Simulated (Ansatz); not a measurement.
## Single-point calculation of Ti (part 1 of 2)

Ti (slab, 16 atoms in the cell), computed with DFT PBE+D3(BJ), scalar-relativistic, plane waves, PAW, no spin polarisation (Ansatz 0.2.0).

The structure derives from an entry of the Crystallography Open Database. It belongs to a series of runs on one base structure; here: the slab at its places in the relaxed adsorbed structure. Figures and captions count atoms from 1; the log counts them from 0 in places.

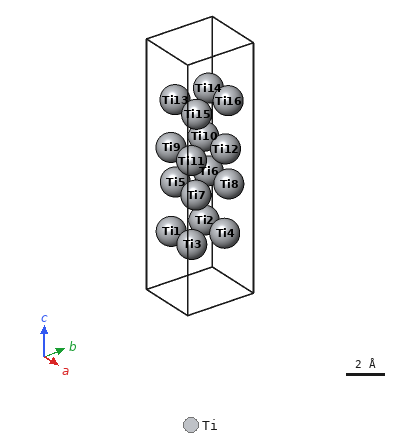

The input geometry (spheres-only view of the cell of the calculation, with the vacuum cut short, seen slightly off an axis; atoms are numbered from 1 in the order of the input). An atom can appear more than once, as a periodic image.

### Input file
```yaml
crystal:
  lattice:
    - [5.7729299511, 0.0, 0.0]
    - [-2.8864649755, 4.9995039919, 0.0]
    - [0.0, 0.0, 25.4749747967]
  atoms:
    - { symbol: Ti, position: [0.3333333333, 0.1666666667, 0.3140336767] }
    - { symbol: Ti, position: [0.3333333333, 0.6666666667, 0.3140336767] }
    - { symbol: Ti, position: [0.8333333333, 0.1666666667, 0.3140336767] }
    - { symbol: Ti, position: [0.8333333333, 0.6666666667, 0.3140336767] }
    - { symbol: Ti, position: [0.1666666667, 0.3333333333, 0.4038096697] }
    - { symbol: Ti, position: [0.1666666667, 0.8333333333, 0.4038096697] }
    - { symbol: Ti, position: [0.6666666667, 0.3333333333, 0.4038096697] }
    - { symbol: Ti, position: [0.6666666667, 0.8333333333, 0.4038096697] }
    - { symbol: Ti, position: [0.3325657765, 0.1636962481, 0.4968231655] }
    - { symbol: Ti, position: [0.330745986, 0.661322742, 0.4966611036] }
    - { symbol: Ti, position: [0.8313234858, 0.1636551979, 0.4968223457] }
    - { symbol: Ti, position: [0.8380566842, 0.6759327599, 0.4974499495] }
    - { symbol: Ti, position: [0.1650321034, 0.3297295502, 0.5831702951] }
    - { symbol: Ti, position: [0.1755860044, 0.8310599624, 0.5844135692] }
    - { symbol: Ti, position: [0.6709536413, 0.3415252266, 0.5795779339] }
    - { symbol: Ti, position: [0.65574713, 0.8309961811, 0.5844239302] }
basis:
  ecutwfc: 420
kpoints:
  mp_grid: { grid: [4, 4, 1] }
hamiltonian:
  xc: pbe
  dispersion: d3bj
scf:
  occupations: { method: gaussian, width: 0.1 }
output:
  forces: true
  eigenvalues: true
  write_density: true
  volumetric_format: npy
efield:
  axis: 3
  dipole_correction: true
  ramp_width: 0.04
```

Run on 8 threads of Intel Xeon @ 2.50GHz (Skylake/Cascade Lake), 189 GiB of memory available, shared host.

Launch command:
```bash
ansatz run input.yaml --threads 8 --pin off --max-ram 20480MiB --backend cpu --events-out ev --progress --plain --runs-dir out
```

### Log
```
Engine: ansatz 0.2.0, x86_64-unknown-linux-gnu
Pseudopotentials: kind: paw
Pseudopotential: Ti, paw, valence charge 12, recommended cutoff 420 eV (normal), Ti.paw.azcp
Functional definition: PBE
  parameter kappa = 0.804
  parameter beta = 0.06672455060314922
  exchange = pbe_x(kappa = kappa, mu = beta*pi^2/3)
  correlation = pbe_c(beta = beta)
Crystal: 16 atoms, lattice volume = 735.253 Å³
Basis set: ecut = 420 eV, 14473 PW (Γ), exchange–correlation on 80×80×360 points (8 copies of the dense FFT grid, shifted against one another)
Bands: 116, of which v1, the nominal top of the filled ones, is band 96 counted from 1 (95 counted from 0)
Symmetry: 1 space group operations
Space group: P1 (ITA 1), of the structure as read, at distance tolerance 9.0e-5 Å
k-points: 10 of 16 (time reversal used)
Non-local potential: Ti, projectors of the file, l = 0: 3, l = 1: 2, l = 2: 3, l = 3: 1
PAW form: soft (Blöchl's): semilocal exchange-correlation on the pseudo side does not see the compensation charge
PAW one-centre angular grid: Ti, 590 points (default); XC on 64 Gauss nodes
Initial density: superposition of atomic densities (neutral atoms: chi_scale 0, normalization atom), corrected by the library's trained network
Initial wavefunctions: pseudopotential atomic-orbital guess
Functional: x = pbe(κ = 0.804, μ = 0.2195149727645171), c = pbe(β = 0.06672455060314922)
SCF iter   1: F=—  HF=-39994.755538 eV  |F-HF|=—  |Δ(HF+E_count)|=         —  Δρ=6.73e-3  dr2=1.97e0  ethr=1.77e-3  p=0.008 e·Å  D=2.01e-3 V/Å  ΔV_dip=-0.05 eV  dr2_dipole=1.76e-1  V_vac-E_F(+/−)=4.16/4.21 eV  ⟨swp⟩=9.4  Hψ=5441  notcnv=0
efield: sawtooth ramp at fractional position 0.9292 (placed from the atoms, in the widest stretch of the axis that holds none; the zero of the levels goes with the place), width 0.0400; the density the first Hamiltonian is built on has a dipole p = 0.008 e·Å; the dipole correction subtracts the counter field D = 2.01e-3 V/Å, which shifts the + side's vacuum level by -0.05 eV against the − side's; the planar-averaged density in the ramp window peaks in size at 1.9e-5 e/Å³
preconditioner: auto → LDOS  [metal: Δε(μ)=0.005 eV  Ē_g=2.202 eV  σ=0.100 eV  W_gap=0.03  n_scr=112 (ndim 8)  ℏωp=11.0 eV  f_vac=0.565  D(μ)=27.22/eV (n_scr^D=230)  β→1.0]
SCF iter   2: F=—  HF=-39994.728197 eV  |F-HF|=—  |Δ(HF+E_count)|=   2.73e-2  Δρ=2.78e-3  dr2=2.31e-1  ethr=1.03e-3  p=0.006 e·Å  D=1.59e-3 V/Å  ΔV_dip=-0.04 eV  dr2_dipole=1.70e-3  V_vac-E_F(+/−)=4.44/4.48 eV  ⟨swp⟩=2.0  Hψ=1445  notcnv=0  defer=40
SCF iter   3: F=—  HF=-39994.723235 eV  |F-HF|=—  |Δ(HF+E_count)|=   4.96e-3  Δρ=6.13e-4  dr2=9.38e-3  ethr=1.20e-4  p=0.008 e·Å  D=2.02e-3 V/Å  ΔV_dip=-0.05 eV  dr2_dipole=8.68e-4  V_vac-E_F(+/−)=4.44/4.49 eV  ⟨swp⟩=2.0  Hψ=1428  notcnv=0  defer=40
SCF iter   4: F=—  HF=-39994.723621 eV  |F-HF|=—  |Δ(HF+E_count)|=   3.86e-4  Δρ=1.95e-4  dr2=6.12e-4  ethr=4.88e-6  p=0.009 e·Å  D=2.22e-3 V/Å  ΔV_dip=-0.06 eV  dr2_dipole=2.90e-5  V_vac-E_F(+/−)=4.46/4.52 eV  ⟨swp⟩=2.2  Hψ=1451  notcnv=0  defer=40
SCF iter   5: F=—  HF=-39994.723724 eV  |F-HF|=—  |Δ(HF+E_count)|=   1.03e-4  Δρ=9.13e-5  dr2=1.54e-4  ethr=3.19e-7  p=0.010 e·Å  D=2.41e-3 V/Å  ΔV_dip=-0.06 eV  dr2_dipole=5.98e-6  V_vac-E_F(+/−)=4.47/4.53 eV  ⟨swp⟩=2.7  Hψ=1866  notcnv=0  defer=40
SCF iter   6: F=—  HF=-39994.723727 eV  |F-HF|=—  |Δ(HF+E_count)|=   3.45e-6  Δρ=3.43e-5  dr2=2.24e-5  ethr=8.03e-8  p=0.010 e·Å  D=2.46e-3 V/Å  ΔV_dip=-0.06 eV  dr2_dipole=2.99e-8  V_vac-E_F(+/−)=4.47/4.53 eV  ⟨swp⟩=2.0  Hψ=1565  notcnv=0  defer=40
SCF iter   7: F=—  HF=-39994.723968 eV  |F-HF|=—  |Δ(HF+E_count)|=   2.40e-4  Δρ=1.25e-5  dr2=2.71e-6  ethr=1.16e-8  p=0.010 e·Å  D=2.50e-3 V/Å  ΔV_dip=-0.06 eV  dr2_dipole=2.92e-8  V_vac-E_F(+/−)=4.47/4.54 eV  ⟨swp⟩=2.0  Hψ=1477  notcnv=0  defer=5
SCF iter   8: F=—  HF=-39994.723969 eV  |F-HF|=—  |Δ(HF+E_count)|=   9.46e-7  Δρ=5.67e-6  dr2=4.78e-7  ethr=1.41e-9  p=0.010 e·Å  D=2.53e-3 V/Å  ΔV_dip=-0.06 eV  dr2_dipole=9.66e-9  V_vac-E_F(+/−)=4.47/4.54 eV  ⟨swp⟩=2.0  Hψ=1569  notcnv=0  defer=5
SCF iter   9: F=-39994.723969 eV  HF=-39994.723969 eV  |F-HF|=3.73e-8  |Δ(HF+E_count)|=   1.54e-7  Δρ=1.48e-6  dr2=2.68e-8  ethr=5.21e-11  p=0.010 e·Å  D=2.54e-3 V/Å  ΔV_dip=-0.06 eV  dr2_dipole=3.64e-11  V_vac-E_F(+/−)=4.47/4.54 eV  ⟨swp⟩=15.1  Hψ=5077  notcnv=0
SCF 1 converged in 9 iterations: F = -39994.723969 eV  dr2 = 2.68e-8
  greatest PAW one-centre occupation: 0.999 electrons in one spin orbital (limit 2), on the Ti atom at site 9 (counted from 0), in its partial waves of l = 0
```

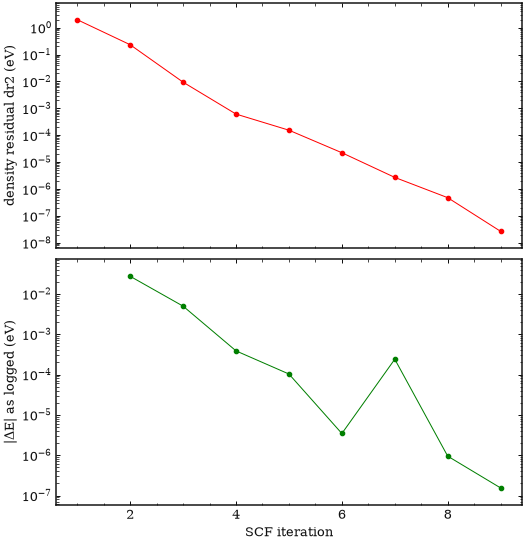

Convergence of the self-consistent field: density residual dr2 and size of the energy change against the SCF iteration. The residual falls at every step.

```
SCF converged after 9 iterations
Free energy (F): -39994.723969 eV
Harris-Foulkes:  -39994.723969 eV  (|F-HF|=3.73e-8)
Internal energy: -39994.582155 eV  (E = F + TS)
E sigma→0 (E₀):  -39994.653062 eV
Entropy (-TS):   -0.141814 eV (-8.863 meV/atom)
Fermi energy:    2.355133 eV
Dipole field:    D = 0.002537 V/Å  (p = 0.010309 e·Å, saw-weighted, corrected)
Work function:   Φ+ = 4.4725 eV   Φ− = 4.5371 eV
Levels:          The Fermi level and band energies are counted from a zero that moves with the ramp; work functions are not
--- Per-component energies (eV) ---
  E_band       = -4621.242048
  E_kinetic    = 4363.340344
  E_local      = -218456.940372  (includes V_loc(G=0)·N_el)
  E_nonlocal   = 138.073388
  E_hartree    = 107010.509047
  E_xc         = -1554.892582
  E_vxc        = -1944.766259  (∫ρ·V_xc dr)
  E_paw        = -16766.028107  (= ΣΔE_a)
  E_vpaw       = -2741.975607  (= ΣTr[D̂ρ^β])
  E_aug_tail   = 0.001848  (compensation charges beyond the density's cutoff)
  E_efield     = 0.000013  (sawtooth field / dipole correction)
  E_vefield    = -0.002343  (∫n·V_field dr)
  E_ewald      = 85278.819604
  E_disp       = -7.465337  (pairwise vdW)
  E_smearing   = -0.141814  (= −TS)
  E_closure    = -0.000000  (closes the sum)
  Σ components = -39994.723969   (vs F -39994.723969, Δ=0.00e0)
--- Forces (eV/Å), atoms counted from 1 ---
  atom   1  Ti    -0.01279765    -0.00199977     0.48942935
  atom   2  Ti     0.00005087    -0.00259670     0.46145170
  atom   3  Ti     0.01298458    -0.00191582     0.48941850
  atom   4  Ti     0.00019606     0.00392275     0.49782932
  atom   5  Ti     0.00025091    -0.05564870    -0.51182456
  atom   6  Ti     0.01873781    -0.00245583    -0.47099689
  atom   7  Ti     0.00045550     0.06330685    -0.48602432
  atom   8  Ti    -0.01852097    -0.00281044    -0.47095460
  atom   9  Ti    -0.05417651    -0.00949436     0.01112803
  atom  10  Ti     0.00026403     0.01078824     0.16780908
  atom  11  Ti     0.05443892    -0.00937244     0.01180548
  atom  12  Ti     0.00040483     0.02203836    -0.00598554
  atom  13  Ti    -0.00053051    -0.02616507    -0.13040434
  atom  14  Ti    -0.21415470     0.06956470    -0.20408923
  atom  15  Ti    -0.00111411    -0.12737190     0.35656124
  atom  16  Ti     0.21351163     0.07021195    -0.20509056
  max |Σ_I F_I| component: 6.26e-5 eV/Å
--- Band table (eV; the first three rows and the last of 10) ---
  k-point 0: bands = ["-54.4856", "-54.4580", "-54.3938", "-54.3886", "-54.3877", "-54.3712", "-54.3636", "-54.2914", "-54.2626", "-54.1897", "-54.1752", "-54.1673", "-54.1670", "-54.1306", "-54.1215", "-54.1203", "-31.0048", "-30.9956", "-30.9838", "-30.9828", "-30.9728", "-30.9574", "-30.9520", "-30.9200", "-30.9142", "-30.9122", "-30.9103", "-30.8518", "-30.8504", "-30.8499", "-30.6612", "-30.6574", "-30.6570", "-30.6139", "-30.6087", "-30.5797", "-30.5393", "-30.5388", "-30.5334", "-30.5317", "-30.5214", "-30.5113", "-30.5060", "-30.4201", "-30.4185", "-30.4122", "-30.4033", "-30.4031", "-30.3824", "-30.3718", "-30.3453", "-30.3432", "-30.3419", "-30.3349", "-30.3231", "-30.3180", "-30.2671", "-30.2567", "-30.2532", "-30.2498", "-30.2107", "-30.2105", "-30.1544", "-30.1523", "-3.4921", "-2.5167", "-1.3200", "-0.5555", "-0.2323", "-0.2297", "-0.2180", "-0.0990", "-0.0898", "-0.0858", "0.1224", "0.1234", "0.1327", "0.2962", "0.2967", "0.2990", "0.8378", "0.8549", "0.8563", "1.1830", "1.2195", "1.2265", "1.5710", "1.6044", "1.6052", "2.0829", "2.3105", "2.4322", "2.4375", "2.4444", "2.8145", "2.8432", "2.8988", "2.9109", "2.9180", "3.0599", "3.0724", "3.0984", "3.1152", "3.1443", "3.1450", "3.1599", "3.2293", "3.2397", "3.3256", "3.4691", "3.4758", "3.4905", "3.5076", "3.5084", "3.6448", "3.6670"]
```
